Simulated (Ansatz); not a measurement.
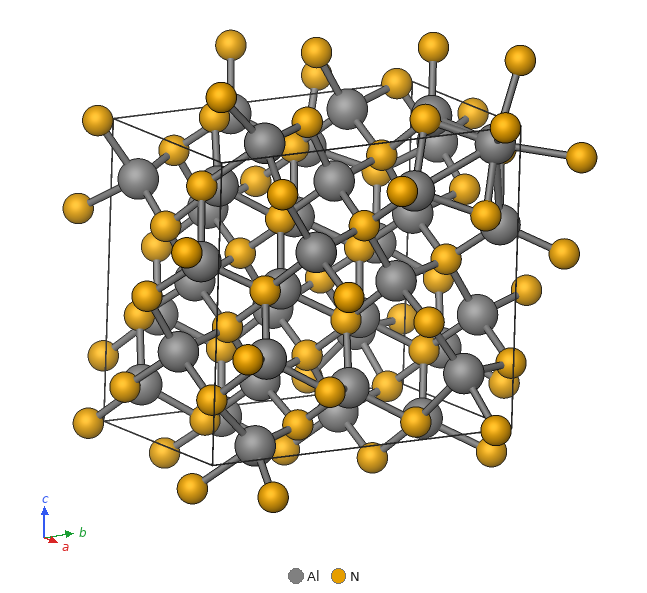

Crystal structure, ball-and-stick style, seen slightly off an axis. The simulation cell is outlined; an atom on or near a face, edge or corner is repeated at each equivalent position. Some atoms of the next cells are drawn as well. Cell: a = 8.023 Å, b = 8.023 Å, c = 8.023 Å, α = 85.02°, β = 85.02°, γ = 85.02°.

Give a description of the structure.

- It has the composition Al25N24.
- The atoms follow space group R3 (No. 146); the Bravais lattice is rhombohedral (trigonal R).
- The cell has 49 atoms, namely 25 Al, 24 N.
- The coordination, counted out to bonding distance, is Al 4 to 12 (mean 4.6) and N 4 to 5 (mean 4.2).

The model was built from a structure listed in the Materials Project, repeated into a supercell with a point defect put in. The atoms were relaxed in a fixed cell with DFT PBE, scalar-relativistic, plane waves, PAW (Ansatz).
